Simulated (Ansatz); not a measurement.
## Geometry relaxation of C20H3N (part 3 of 3)

The same run, continued: C20H3N (slab, 24 atoms in the cell); DFT PBE+D3(BJ), scalar-relativistic, plane waves, PAW, no spin polarisation (Ansatz 0.2.0); cutoff 420 eV, 3×3×1 k-mesh, Gaussian smearing of 0.05 eV. The structure derives from an entry of the Crystallography Open Database. The input holds or restrains some coordinates. It belongs to a series of runs on one base structure; here: 1 MeCN a cell, flat, over a bridge C-C site.

Geometry of the input (Å; fractional positions):
```
7.3951  0.0000  0.0000
-3.6976  6.4044  0.0000
0.0000  0.0000  19.6034
C  0.5556  0.4444  0.4081
C  0.5556  0.7778  0.4081
C  0.5556  0.1111  0.4081
C  0.8889  0.4444  0.4081
C  0.8889  0.7778  0.4081
C  0.8889  0.1111  0.4081
C  0.2222  0.4444  0.4081
C  0.2222  0.7778  0.4081
C  0.2222  0.1111  0.4081
C  0.4444  0.2222  0.4082
C  0.4444  0.5556  0.4082
C  0.4444  0.8889  0.4082
C  0.7778  0.2222  0.4082
C  0.7778  0.5556  0.4082
C  0.7778  0.8889  0.4082
C  0.1111  0.2222  0.4082
C  0.1111  0.5556  0.4082
C  0.1111  0.8889  0.4082
C  0.1115  0.1548  0.5885
C  -0.0968  0.1320  0.5885
N  -0.2615  0.1139  0.5885
H  0.1048  0.0169  0.6134
H  0.1667  0.1667  0.5352
H  0.2210  0.2981  0.6169
```

Trajectory as extended XYZ, continued
```
24
Lattice="7.3951 0.0000 0.0000 -3.6976 6.4044 0.0000 0.0000 0.0000 19.6034" Properties=species:S:1:pos:R:3:forces:R:3 step=5 energy=-5452.07045
C     2.4651    2.8464    8.0000    0.0322   0.0055   0.0034
C     1.2317    4.9814    8.0013   -0.0061  -0.0159   0.0008
C     3.6975    0.7122    7.9961   -0.0055   0.0121   0.0007
C     4.9291    2.8455    7.9972   -0.0066  -0.0177   0.0010
C     3.6966    4.9816    7.9998   -0.0055   0.0113  -0.0007
C     6.1619    0.7118    7.9884    0.0179  -0.0026   0.0014
C    -0.0010    2.8473    7.9963   -0.0104   0.0124   0.0013
C    -1.2318    4.9814    8.0016    0.0151  -0.0014  -0.0006
C     1.2323    0.7112    7.9911   -0.0068  -0.0202  -0.0003
C     2.4657    1.4235    7.9961    0.0135   0.0029   0.0001
C     1.2315    3.5594    8.0010   -0.0094   0.0166  -0.0013
C    -0.0006    5.6933    8.0003   -0.0073  -0.0113  -0.0013
C     4.9288    1.4241    7.9915   -0.0111   0.0165  -0.0009
C     3.6967    3.5576    8.0015   -0.0152  -0.0116  -0.0002
C     2.4645    5.6935    7.9963    0.0112   0.0025  -0.0010
C    -0.0016    1.4233    7.9875   -0.0110  -0.0093  -0.0008
C    -1.2333    3.5585    8.0001    0.0189  -0.0004  -0.0022
C    -2.4658    5.6933    7.9975   -0.0090   0.0192   0.0000
C     0.2284    0.9589   11.5824    0.0123  -0.0002   0.0011
C    -1.2127    0.8130   11.4739   -0.0145  -0.0042  -0.0038
N    -2.3655    0.6972   11.3859   -0.0022  -0.0007   0.0020
H     0.6621    0.1011   12.1114   -0.0013   0.0007   0.0018
H     0.6803    1.0158   10.5842    0.0011  -0.0029   0.0015
H     0.4787    1.8753   12.1314   -0.0002  -0.0010  -0.0021
24
Lattice="7.3951 0.0000 0.0000 -3.6976 6.4044 0.0000 0.0000 0.0000 19.6034" Properties=species:S:1:pos:R:3:forces:R:3 step=7 energy=-5452.07149
C     2.4651    2.8464    8.0000   -0.0601   0.0647  -0.0192
C     1.2270    4.9786    7.9981   -0.0246   0.0915  -0.0090
C     3.6928    0.7150    7.9918   -0.0289   0.0200   0.0000
C     4.9245    2.8424    7.9939   -0.0284   0.1043  -0.0030
C     3.6916    4.9843    7.9973   -0.0149   0.0177   0.0017
C     6.1621    0.7119    7.9839   -0.0846   0.0519   0.0022
C    -0.0057    2.8501    7.9957   -0.0361   0.0240  -0.0150
C    -1.2313    4.9815    7.9992   -0.1041   0.0495  -0.0027
C     1.2278    0.7084    7.9903   -0.0311   0.0807  -0.0025
C     2.4653    1.4244    7.9947   -0.0053  -0.0461   0.0015
C     1.2258    3.5637    7.9994    0.0661  -0.0993   0.0124
C    -0.0064    5.6917    7.9963    0.0748  -0.0214   0.0050
C     4.9232    1.4282    7.9859    0.0669  -0.0967   0.0196
C     3.6909    3.5558    7.9994    0.0541  -0.0191   0.0043
C     2.4638    5.6946    7.9921   -0.0003  -0.0553   0.0068
C    -0.0075    1.4216    7.9858    0.0765  -0.0149   0.0038
C    -1.2341    3.5595    7.9974    0.0212  -0.0583   0.0049
C    -2.4713    5.6972    7.9960    0.0663  -0.0821  -0.0074
C     0.1759    0.8728   11.5777    0.2328   0.0141   0.0681
C    -1.2610    0.7287   11.4596    0.0271   0.0030  -0.0126
N    -2.4123    0.6155   11.3648   -0.1345  -0.0167  -0.0061
H     0.5974    0.0618   12.1906   -0.0514   0.0705  -0.0517
H     0.6519    0.8387   10.5875   -0.0493  -0.0047   0.0424
H     0.4284    1.8344   12.0492   -0.0322  -0.0773  -0.0431
24
Lattice="7.3951 0.0000 0.0000 -3.6976 6.4044 0.0000 0.0000 0.0000 19.6034" Properties=species:S:1:pos:R:3:forces:R:3 step=9 energy=-5452.07371
C     2.4651    2.8464    8.0000    0.0250   0.0246  -0.0024
C     1.2285    4.9795    8.0002   -0.0075   0.0069  -0.0015
C     3.6941    0.7142    7.9949   -0.0053   0.0237   0.0001
C     4.9261    2.8438    7.9962   -0.0196   0.0008  -0.0003
C     3.6932    4.9840    7.9991   -0.0065   0.0023   0.0007
C     6.1622    0.7121    7.9875   -0.0045   0.0150   0.0008
C    -0.0042    2.8496    7.9961   -0.0174   0.0058  -0.0029
C    -1.2315    4.9818    8.0004   -0.0083   0.0074  -0.0003
C     1.2291    0.7096    7.9910   -0.0153  -0.0003  -0.0017
C     2.4658    1.4236    7.9958    0.0182  -0.0028  -0.0005
C     1.2283    3.5616    8.0005    0.0055   0.0042   0.0017
C    -0.0039    5.6916    7.9988    0.0072  -0.0203   0.0010
C     4.9255    1.4264    7.9903    0.0020  -0.0026   0.0047
C     3.6932    3.5559    8.0009    0.0016  -0.0125   0.0005
C     2.4646    5.6939    7.9953    0.0073  -0.0157  -0.0003
C    -0.0049    1.4218    7.9873    0.0038  -0.0105   0.0025
C    -1.2329    3.5587    7.9988    0.0146  -0.0047   0.0024
C    -2.4690    5.6959    7.9968    0.0071  -0.0099  -0.0015
C     0.1732    0.8663   11.5728    0.0281  -0.0104   0.0041
C    -1.2676    0.7236   11.4632    0.0082  -0.0022  -0.0014
N    -2.4205    0.6113   11.3755   -0.0347  -0.0062  -0.0013
H     0.5904    0.0798   12.2136   -0.0076  -0.0063   0.0064
H     0.6407    0.7914   10.5833   -0.0020  -0.0044  -0.0110
H     0.4281    1.8421   12.0039    0.0003   0.0181   0.0004
24
Lattice="7.3951 0.0000 0.0000 -3.6976 6.4044 0.0000 0.0000 0.0000 19.6034" Properties=species:S:1:pos:R:3:forces:R:3 step=10 energy=-5452.07371
C     2.4651    2.8464    8.0000    0.0251   0.0246  -0.0024
C     1.2285    4.9795    8.0002   -0.0075   0.0070  -0.0015
C     3.6941    0.7142    7.9949   -0.0052   0.0237   0.0001
C     4.9261    2.8438    7.9962   -0.0196   0.0008  -0.0003
C     3.6932    4.9840    7.9991   -0.0065   0.0023   0.0007
C     6.1622    0.7121    7.9875   -0.0045   0.0150   0.0008
C    -0.0042    2.8496    7.9961   -0.0174   0.0058  -0.0029
C    -1.2315    4.9818    8.0004   -0.0083   0.0074  -0.0003
C     1.2291    0.7096    7.9910   -0.0154  -0.0004  -0.0017
C     2.4658    1.4236    7.9958    0.0183  -0.0028  -0.0005
C     1.2283    3.5616    8.0005    0.0055   0.0042   0.0017
C    -0.0039    5.6916    7.9988    0.0072  -0.0203   0.0010
C     4.9255    1.4264    7.9903    0.0019  -0.0026   0.0047
C     3.6932    3.5559    8.0009    0.0017  -0.0125   0.0005
C     2.4646    5.6939    7.9953    0.0073  -0.0157  -0.0003
C    -0.0049    1.4218    7.9873    0.0038  -0.0105   0.0025
C    -1.2329    3.5587    7.9988    0.0145  -0.0047   0.0024
C    -2.4690    5.6959    7.9968    0.0071  -0.0099  -0.0015
C     0.1732    0.8663   11.5728    0.0279  -0.0104   0.0041
C    -1.2676    0.7236   11.4632    0.0084  -0.0021  -0.0014
N    -2.4205    0.6113   11.3755   -0.0348  -0.0062  -0.0013
H     0.5904    0.0798   12.2136   -0.0076  -0.0062   0.0064
H     0.6407    0.7914   10.5833   -0.0020  -0.0044  -0.0110
H     0.4281    1.8421   12.0039    0.0003   0.0181   0.0003
24
Lattice="7.3951 0.0000 0.0000 -3.6976 6.4044 0.0000 0.0000 0.0000 19.6034" Properties=species:S:1:pos:R:3:forces:R:3 step=12 energy=-5452.07520
C     2.4651    2.8464    8.0000    0.0138   0.0100   0.0030
C     1.2278    4.9791    8.0010    0.0031   0.0067  -0.0008
C     3.6935    0.7144    7.9959    0.0039   0.0012  -0.0003
C     4.9253    2.8435    7.9975    0.0009  -0.0039   0.0000
C     3.6926    4.9838    7.9998   -0.0013   0.0060  -0.0002
C     6.1620    0.7121    7.9890   -0.0043  -0.0031  -0.0002
C    -0.0047    2.8497    7.9970   -0.0067   0.0013   0.0002
C    -1.2318    4.9816    8.0011   -0.0028  -0.0032   0.0003
C     1.2284    0.7093    7.9915    0.0035  -0.0068  -0.0002
C     2.4659    1.4233    7.9961    0.0010   0.0033  -0.0003
C     1.2280    3.5615    8.0009   -0.0006   0.0010   0.0003
C    -0.0043    5.6908    7.9998    0.0063   0.0044  -0.0001
C     4.9251    1.4263    7.9920   -0.0015  -0.0032   0.0004
C     3.6928    3.5553    8.0015   -0.0025  -0.0054   0.0002
C     2.4647    5.6933    7.9963   -0.0036   0.0009  -0.0002
C    -0.0052    1.4211    7.9885   -0.0031   0.0014  -0.0007
C    -1.2329    3.5584    8.0000    0.0044  -0.0022   0.0006
C    -2.4693    5.6955    7.9973   -0.0015   0.0040  -0.0004
C     0.1502    0.8290   11.5626    0.0108   0.0004   0.0005
C    -1.2920    0.6862   11.4573   -0.0077  -0.0008  -0.0001
N    -2.4455    0.5737   11.3732    0.0056  -0.0032   0.0013
H     0.5612    0.0762   12.2476   -0.0082   0.0163  -0.0109
H     0.6182    0.6982   10.5782   -0.0058  -0.0025   0.0221
H     0.4072    1.8277   11.9401   -0.0037  -0.0227  -0.0147
24
Lattice="7.3951 0.0000 0.0000 -3.6976 6.4044 0.0000 0.0000 0.0000 19.6034" Properties=species:S:1:pos:R:3:forces:R:3 step=14 energy=-5452.07627 accepted=F
C     2.4651    2.8464    8.0000    0.0147   0.0044   0.0070
C     1.2272    4.9781    8.0015    0.0098   0.0478  -0.0012
C     3.6927    0.7151    7.9965    0.0353  -0.0354  -0.0006
C     4.9246    2.8434    7.9985    0.0194  -0.0063  -0.0002
C     3.6923    4.9838    8.0004    0.0094   0.0061  -0.0009
C     6.1625    0.7122    7.9901   -0.0292  -0.0226  -0.0008
C    -0.0050    2.8501    7.9980   -0.0102  -0.0131   0.0001
C    -1.2317    4.9812    8.0018   -0.0085   0.0035  -0.0002
C     1.2279    0.7091    7.9921    0.0147  -0.0178   0.0005
C     2.4662    1.4233    7.9964   -0.0239   0.0095   0.0005
C     1.2275    3.5617    8.0013    0.0017  -0.0214   0.0005
C    -0.0050    5.6898    8.0004    0.0297   0.0406  -0.0007
C     4.9246    1.4269    7.9931    0.0045  -0.0285  -0.0005
C     3.6926    3.5548    8.0020   -0.0146  -0.0042   0.0003
C     2.4652    5.6928    7.9970   -0.0371   0.0288  -0.0005
C    -0.0053    1.4206    7.9896   -0.0029   0.0191   0.0016
C    -1.2328    3.5585    8.0010    0.0014  -0.0211  -0.0003
C    -2.4697    5.6953    7.9979   -0.0035   0.0245   0.0002
C     0.0997    0.7541   11.5405    0.1411   0.0239   0.0053
C    -1.3441    0.6076   11.4428    0.0377   0.0086   0.0035
N    -2.4978    0.4922   11.3650    0.0055  -0.0047   0.0017
H     0.4969    0.1042   12.3404   -0.0675   0.1515  -0.1772
H     0.5760    0.4725   10.5842   -0.0824   0.0573   0.2222
H     0.3619    1.8037   11.7681   -0.0451  -0.2504  -0.0602
24
Lattice="7.3951 0.0000 0.0000 -3.6976 6.4044 0.0000 0.0000 0.0000 19.6034" Properties=species:S:1:pos:R:3:forces:R:3 step=16 energy=-5452.07964
C     2.4651    2.8464    8.0000    0.0017   0.0123   0.0037
C     1.2275    4.9794    8.0007   -0.0010  -0.0086  -0.0004
C     3.6935    0.7148    7.9959   -0.0055  -0.0010   0.0001
C     4.9250    2.8433    7.9979    0.0004   0.0078  -0.0002
C     3.6923    4.9842    7.9998    0.0029  -0.0035  -0.0002
C     6.1618    0.7122    7.9893    0.0050   0.0007   0.0004
C    -0.0050    2.8500    7.9976    0.0095  -0.0003  -0.0005
C    -1.2317    4.9817    8.0012   -0.0017  -0.0036  -0.0002
C     1.2281    0.7094    7.9917    0.0004   0.0079   0.0006
C     2.4661    1.4236    7.9962   -0.0078  -0.0003   0.0002
C     1.2277    3.5618    8.0010   -0.0012  -0.0032   0.0008
C    -0.0043    5.6910    7.9996   -0.0068  -0.0038  -0.0001
C     4.9247    1.4264    7.9924    0.0010   0.0029   0.0003
C     3.6926    3.5551    8.0016    0.0065   0.0081   0.0004
C     2.4644    5.6937    7.9961    0.0059  -0.0032  -0.0002
C    -0.0055    1.4211    7.9892    0.0067   0.0000   0.0007
C    -1.2329    3.5585    8.0004   -0.0055   0.0084   0.0003
C    -2.4696    5.6959    7.9973    0.0002  -0.0064  -0.0001
C     0.0895    0.7451   11.5366    0.0265   0.0023   0.0012
C    -1.3522    0.5950   11.4416   -0.0148  -0.0014  -0.0024
N    -2.5057    0.4762   11.3662   -0.0025  -0.0043   0.0005
H     0.4901    0.0994   12.3291   -0.0075   0.0222  -0.0199
H     0.5648    0.4690   10.5860   -0.0080   0.0009   0.0300
H     0.3495    1.7877   11.7648   -0.0046  -0.0337  -0.0149
```

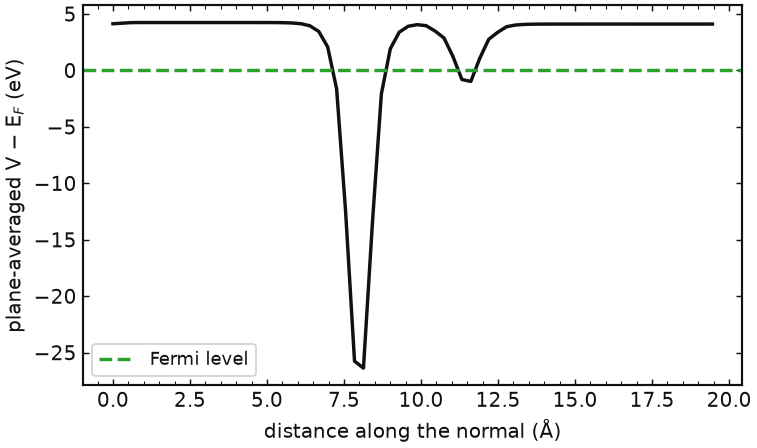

Fig. 1: Plane average of the electrostatic potential energy of an electron across the cell, from the Fermi level. The vacuum level lies 4.11 eV above the Fermi level on the upper side and 4.25 eV on the lower.

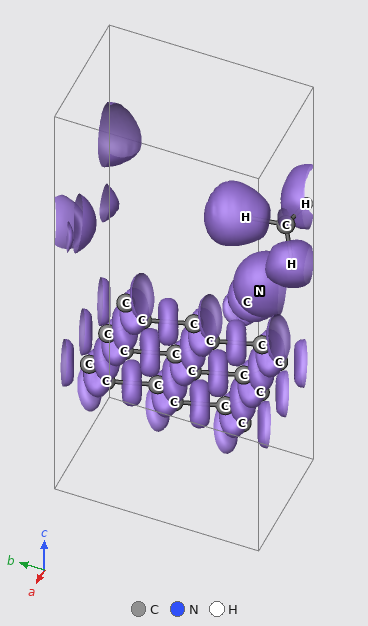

Fig. 2: Isosurface of the ELF at 0.8 (purple), seen at an oblique angle. Core shells and regions of very low density are left out. Sticks mark near contacts. Counts are for one cell; the picture repeats the cell along the surface. C–N (1.16 Å): the ELF peaks at about 0.85 between the atoms (inside overlapping PAW spheres, so only a guide); a double or triple bond. In a PAW calculation such maps are meaningful between the atoms, not at the nuclei.

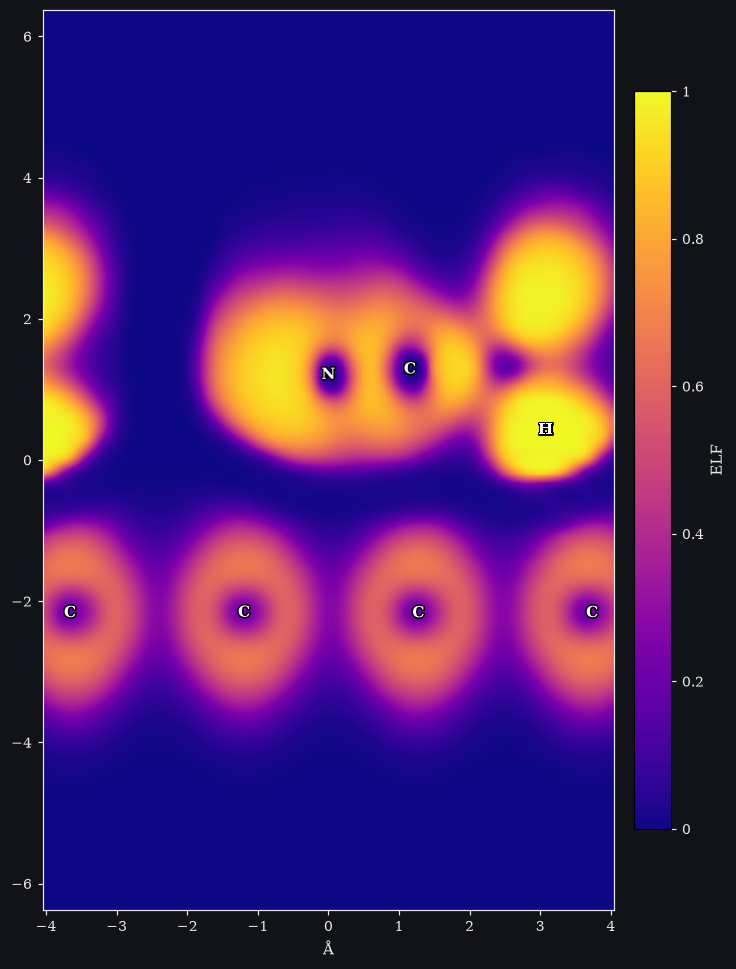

Fig. 3: Electron localisation function on the (010) plane of the calculation cell, a cut from vacuum to vacuum. The plane passes through C, N and H nuclei. C–N (1.16 Å): the ELF peaks at about 0.85 between the atoms (inside overlapping PAW spheres, so only a guide) (a multiple bond by its length, whose ELF region spreads away from the axis).
